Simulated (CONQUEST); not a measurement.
**A series of single points on Ta₂N**

System: Ta₂N (6 atoms in the cell).
Method: Kohn-Sham DFT of a periodic cell, PBE, PseudoDojo NC PBE, no spin polarisation (CONQUEST 1.3).

The 7 runs differ only in the geometry, by an even scaling of the cell at fixed fractional positions. The structure derives from a Materials Project entry.

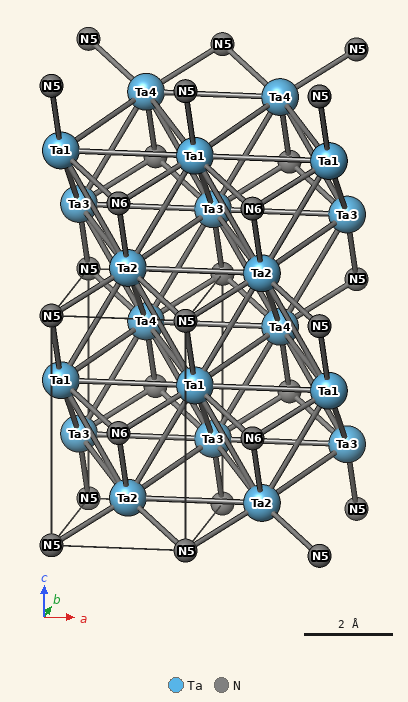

Figure 1. The structure of run 4 (ball-and-stick view of the cell of the calculation, repeated 2 × 1 × 2, seen slightly off an axis; atoms are numbered from 1 in the order of the input).

**Input of run 4**
```
IO.Title Ta2N
IO.Coordinates coords.dat
IO.FractionalAtomicCoords T
IO.Iprint 2
IO.Iprint_init 1
General.NumberOfSpecies 2
General.PseudopotentialType hamann
AtomMove.TypeOfRun static
AtomMove.FullStress T
Grid.PointsAlongX 36
Grid.PointsAlongY 60
Grid.PointsAlongZ 60
DM.SolutionMethod diagon
Diag.MPMesh T
Diag.GammaCentred T
Diag.MPMeshX 7
Diag.MPMeshY 5
Diag.MPMeshZ 4
Diag.kT 0.00183747
minE.SCTolerance 1e-6
SC.MaxIters 100
IO.AtomChargeOutput T
%block ChemicalSpeciesLabel
1 180.950 Ta
2 14.010 N
%endblock
```

Command:
```bash
Conquest
```

Lattice vectors (Å) and fractional positions of run 4:
```
   3.112862    0.000000    0.000000
   0.000000    4.869841    0.000000
   0.000000    0.000000    5.391634
Ta  0.000000  0.254711  0.666667
Ta  0.500000  0.254711  0.166667
Ta  0.000000  0.745289  0.333333
Ta  0.500000  0.745289  0.833333
N   0.000000  0.000000  0.000000
N   0.500000  0.000000  0.500000
```

Run 2 has the same physical settings and fractional positions; its lattice vectors (Å) are:
```
   3.070791    0.000000    0.000000
   0.000000    4.804024    0.000000
   0.000000    0.000000    5.318765
```

**Results, with one run withheld**

| run | volume per atom (Å³) | free energy per atom, from the lowest run given (meV) | pressure (GPa) |
| --- | --- | --- | --- |
| 1 | 12.805 | 52.54 | 20.86 |
| 2 | 13.077 | ? | ? |
| 3 | 13.350 | 6.42 | 6.86 |
| 4 | 13.622 | 0.00 | 0.67 |
| 5 | 13.895 | 3.47 | −4.67 |
| 6 | 14.167 | 15.59 | −9.59 |
| 7 | 14.439 | 35.74 | −14.01 |

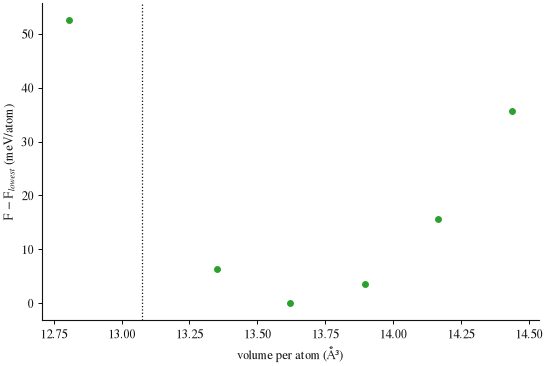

Figure 2. Free energy per atom of the runs given; the dotted line marks run 2.

What should run 2 give?

A cubic polynomial in V^(−2/3) (the Birch–Murnaghan form), fitted to the 6 runs given, misses them by at most 0.05 meV per atom. With x = V^(−2/3) − 0.17470 Å⁻², it reads F = 0.033071 − 531.15 x + 8.8625e+05 x² − 20293 x³ (meV per atom). At run 2 it gives 23.56 meV per atom, and the run itself gives 23.43. The slope of the fit gives a pressure −dF/dV of 13.46 GPa there, and the run prints 13.46 GPa. The fit has its minimum at 13.660 Å³ per atom, where V d²F/dV² gives 283 GPa. Cell shape and fractional positions are held, so this is the stiffness under even scaling; the relaxed bulk modulus wasn't computed.

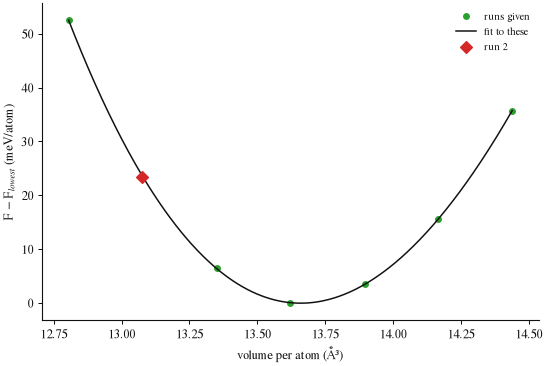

Figure 3. The fit and the withheld run.

**Some lines of the output (run 2)**
```
[...]
          DFT Total Energy                 :      -281.262042639691231 Ha
          Free Energy (E-TS)               :      -281.271102433479825 Ha
          DFT Total Energy                 :      -281.265456596260378 Ha
          Free Energy (E-TS)               :      -281.269921678544733 Ha
          DFT Total Energy                 :      -281.269138065320362 Ha
          Free Energy (E-TS)               :      -281.269913817064776 Ha
          DFT Total Energy                 :      -281.269141731737591 Ha
          Free Energy (E-TS)               :      -281.269913684779794 Ha
          DFT Total Energy                 :      -281.269144978204054 Ha
          Free Energy (E-TS)               :      -281.269913691456679 Ha
          DFT Total Energy                 :      -281.269145004856341 Ha
      | Free Energy as E-TS      =      -281.269913691456679 Ha
      |* DFT total energy        =      -281.269145004856341 Ha
    force: Average pressure:     13.45684951 GPa
```

Notes: Spin–orbit coupling is left out, which matters for Ta. With a small basis of atomic orbitals these values can differ much from converged plane-wave results.
